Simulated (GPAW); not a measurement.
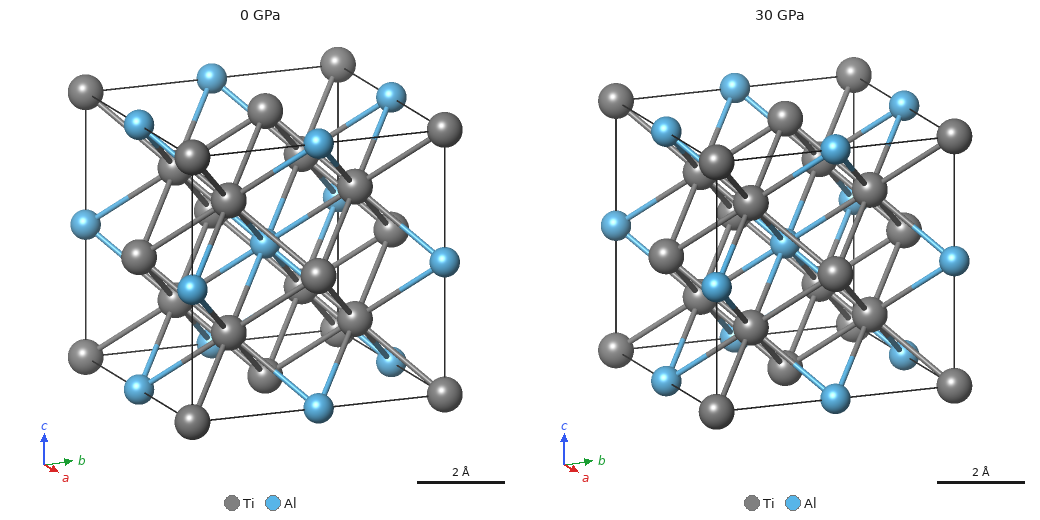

Ti₃Al, D0₃ (BiF₃ or Fe₃Al type), space group Fm-3m (No. 225), relaxed (cell and atoms) under a series of hydrostatic pressures; the conventional cell is drawn at the lowest and the highest, to one scale (sticks follow a distance rule). The start was a structure listed in the Materials Project. It needn't be the stable form of this composition.

Alike in all runs: GPAW 26.7.0; functional PBEsol; potentials PAW data sets generated in the run's folder for this functional; cutoff 600 eV; k mesh 7 × 7 × 7 on the run's cell of 4 atoms; occupations fermi-dirac, width 0.05 eV; no spin polarisation; no spin-orbit coupling.

```tsv
pressure (GPa)	volume (Å³/atom)	a (Å)
0.0	16.131	6.367
2.0	15.877	6.333
5.0	?	?
9.9	15.021	6.217
19.9	14.174	6.098
30.0	13.498	6.000
```

Question: Fit a third-order Birch-Murnaghan equation to the rows given and use it to fill in the volume that is left out.

Answer: The fit gives V0 = 16.13 Å³/atom, B0 = 122 GPa and B0′ = 3.6, which puts the volume at 5.0 GPa at 15.53 Å³/atom. The run gave volume 15.530 Å³/atom; a 6.287 Å.

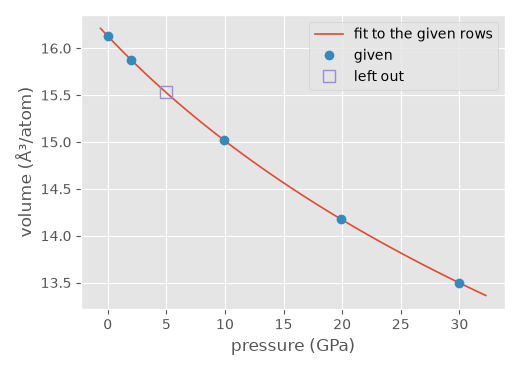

Volume against pressure, with the fit. The structure was kept in its own symmetry, so a change to another phase within this range wouldn't be seen.

Caveat: later steps reuse the first step's grids.
